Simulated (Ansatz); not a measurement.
Here is a crystal structure:

```yaml
crystal:
  lattice:
    - [2.63991, 0.00000, 0.00000]
    - [0.00000, 8.78907, 0.00000]
    - [0.00000, 0.00000, 6.85044]
  atoms:
    - { symbol: Al, position: [0.00000, 0.00000, 0.00000] }
    - { symbol: Al, position: [0.50000, 0.25244, 0.25000] }
    - { symbol: Al, position: [0.00000, 0.24756, 0.75000] }
    - { symbol: Al, position: [0.00000, 0.00000, 0.50000] }
    - { symbol: O, position: [0.00000, 0.36388, 0.42352] }
    - { symbol: O, position: [0.00000, 0.10418, 0.25000] }
    - { symbol: O, position: [0.50000, 0.13612, 0.57648] }
    - { symbol: O, position: [0.50000, 0.13612, 0.92352] }
    - { symbol: O, position: [0.50000, 0.39582, 0.75000] }
    - { symbol: O, position: [0.00000, 0.36388, 0.07648] }
    - { symbol: Al, position: [0.50000, 0.50000, 0.00000] }
    - { symbol: Al, position: [0.00000, 0.75244, 0.25000] }
    - { symbol: Al, position: [0.50000, 0.74756, 0.75000] }
    - { symbol: Al, position: [0.50000, 0.50000, 0.50000] }
    - { symbol: O, position: [0.50000, 0.86388, 0.42352] }
    - { symbol: O, position: [0.50000, 0.60418, 0.25000] }
    - { symbol: O, position: [0.00000, 0.63612, 0.57648] }
    - { symbol: O, position: [0.00000, 0.63612, 0.92352] }
    - { symbol: O, position: [0.00000, 0.89582, 0.75000] }
    - { symbol: O, position: [0.50000, 0.86388, 0.07648] }
```

What crystal do these data define?

Its composition is Al$_{2}$O$_{3}$. The structure has Cmcm (No. 63) symmetry and a base-centred orthorhombic lattice. Cell content: 8 Al, 12 O, that is 4 formula units. About every Al there are six O at 1.85 to 2.03 Å. Each O has four Al at 1.85 to 2.03 Å. Not all metal-metal contacts are counted. The bonds build a three-dimensional framework.

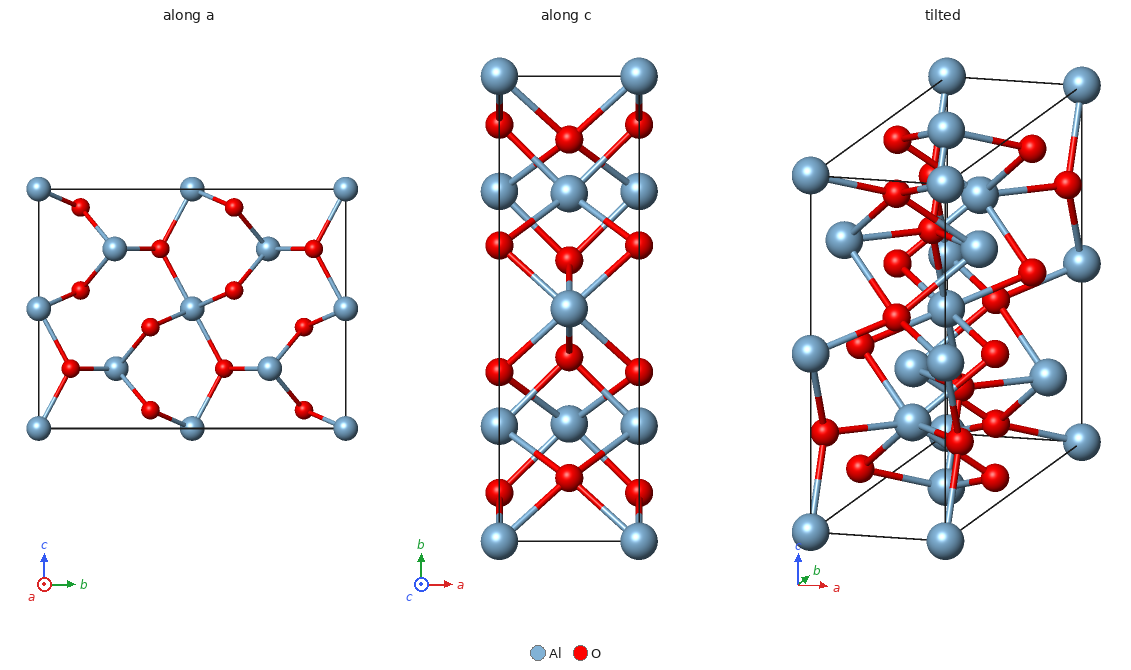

Shown here is a ball-and-stick view of the crystal, taken along the a axis, along the c axis and slightly off an axis. The lines enclose the conventional unit cell; boundary atoms appear with their images.

The structure comes from a structure listed in the Materials Project. Earlier steps of the study may have refined or changed the cell and positions. An electronic-structure calculation with Ansatz was run on it.
